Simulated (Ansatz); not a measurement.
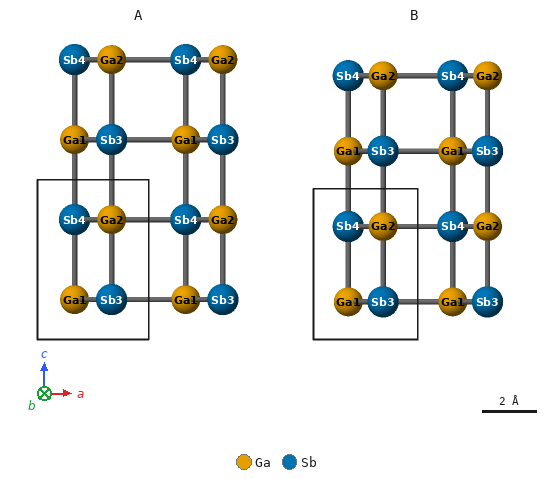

Two geometries of solid GaSb (built on the h-MgO (five-fold) type), drawn at one scale. One is the start of a relaxation, the other its converged end. A ball-and-stick model of the cell of the calculation, repeated 2 × 1 × 2 with one cell outlined, seen along the b axis.

The calculation used Ansatz, DFT, PBE, plane waves, PAW. (plane-wave cutoff 420 eV; k-point mesh 6 × 6 × 4; occupations fermi dirac; smearing width 0.02 eV; no spin polarisation; cell and atoms relaxed; force threshold 0.005 eV/Å)

Which geometry has the lower energy?

Answer. Structure A is the relaxed one. The energy falls by 158 meV per atom in 5 accepted moves (7 points after the start). All forces vanish by symmetry, so only the cell relaxes. Pressure: 12.25 GPa at the start and 0.00 GPa at the end. At 2 points the geometry stayed and the basis and grid were re-selected for the new cell (energy shift of 1.2 meV per atom at most each time). The atoms keep their places relative to the cell (all moves are under 0.005 Å). Cell: a = b 4.479 → 4.771 Å (+6.5 %), c 5.599 → 5.942 Å (+6.1 %). Volume +20.4 %. Among the contacts that change: Ga1–Sb4 2.799 → 2.971 Å, Ga1–Sb3 2.586 → 2.755 Å. The space group stays P6_3/mmc (No. 194).
